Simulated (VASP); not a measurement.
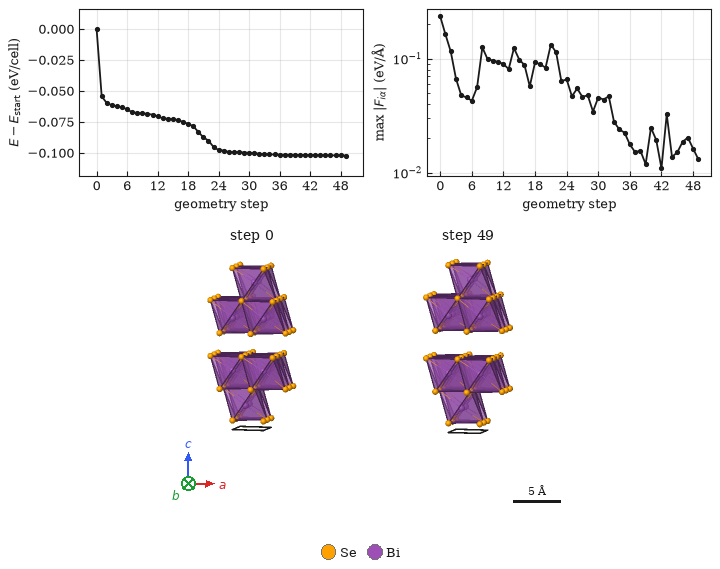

First and last geometry of a relaxation of a slab of composition Bi$_{2}$Se$_{3}$, with the history of the run. A polyhedral model of the 1 × 2 repeat of the cell, outlined in the plane, without the vacuum, seen from a free direction.

The run lets cell and atoms move.

Method: VASP, Kohn-Sham DFT of a periodic cell, PBE, VASP PAW PBE potentials, recommended.

The input:
```
SYSTEM = Bi2Se3
ALGO = Normal ; EDIFF = 1E-6
EDIFFG = -0.01 ; ENCUT = 600
GGA = PE ; IBRION = 2
ISIF = 3 ; ISMEAR = 0
KPAR = 4 ; LASPH = .True.
LATTICE_CONSTRAINTS = .TRUE. .TRUE. .FALSE. ; LCHARG = .False.
LREAL = .False. ; LWAVE = .False.
NELM = 80 ; NSW = 90
PREC = Accurate ; SIGMA = 0.03
```

Run as
```bash
cat potpaw_PBE.64/Se/POTCAR potpaw_PBE.64/Bi_d/POTCAR > POTCAR
mpirun -np 4 vasp_std > vasp.out
```

**Read the history and describe the run.**

The run was cut off at its time limit before the relaxation converged, so the last structure is only a point on the way. The energy falls by 0.102 eV per cell of the calculation in 49 geometry steps. Largest force component: 0.23 eV/Å at the start, 0.013 eV/Å at the end. The largest moves relative to the cell and the layer's centre, 0.31 Å, are those of Se atoms. Largest moves by element: Se 0.31 Å, Bi 0.30 Å. In the plane the drawn cell goes a 4.143 → 4.189 Å (+1.1 %), b 8.286 → 8.378 Å (+1.1 %). Among the contacts that change: Bi–Se 3.075 → 3.108 Å, Bi–Se 2.851 → 2.877 Å.

| step | E − E(0), meV/atom | largest force component, eV/Å |
| --- | --- | --- |
| 0 | 0.00 | 0.2345 |
| 1 | -5.44 | 0.1626 |
| 2 | -5.98 | 0.1154 |
| 3 | -6.15 | 0.0665 |
| 4 | -6.24 | 0.0475 |
| 5 | -6.31 | 0.0456 |
| 6 | -6.48 | 0.0427 |
| 7 | -6.72 | 0.0560 |
| 8 | -6.77 | 0.1253 |
| 9 | -6.82 | 0.0986 |
| 10 | -6.84 | 0.0961 |
| 12 | -7.04 | 0.0896 |
| 14 | -7.24 | 0.1235 |
| 16 | -7.34 | 0.0877 |
| 18 | -7.65 | 0.0925 |
| 20 | -8.30 | 0.0832 |
| 22 | -9.00 | 0.1137 |
| 24 | -9.77 | 0.0658 |
| 26 | -9.92 | 0.0547 |
| 28 | -9.93 | 0.0478 |
| 31 | -10.02 | 0.0438 |
| 33 | -10.10 | 0.0278 |
| 35 | -10.13 | 0.0224 |
| 37 | -10.14 | 0.0151 |
| 39 | -10.15 | 0.0119 |
| 41 | -10.17 | 0.0194 |
| 43 | -10.17 | 0.0325 |
| 45 | -10.19 | 0.0151 |
| 47 | -10.20 | 0.0203 |
| 49 | -10.21 | 0.0131 |
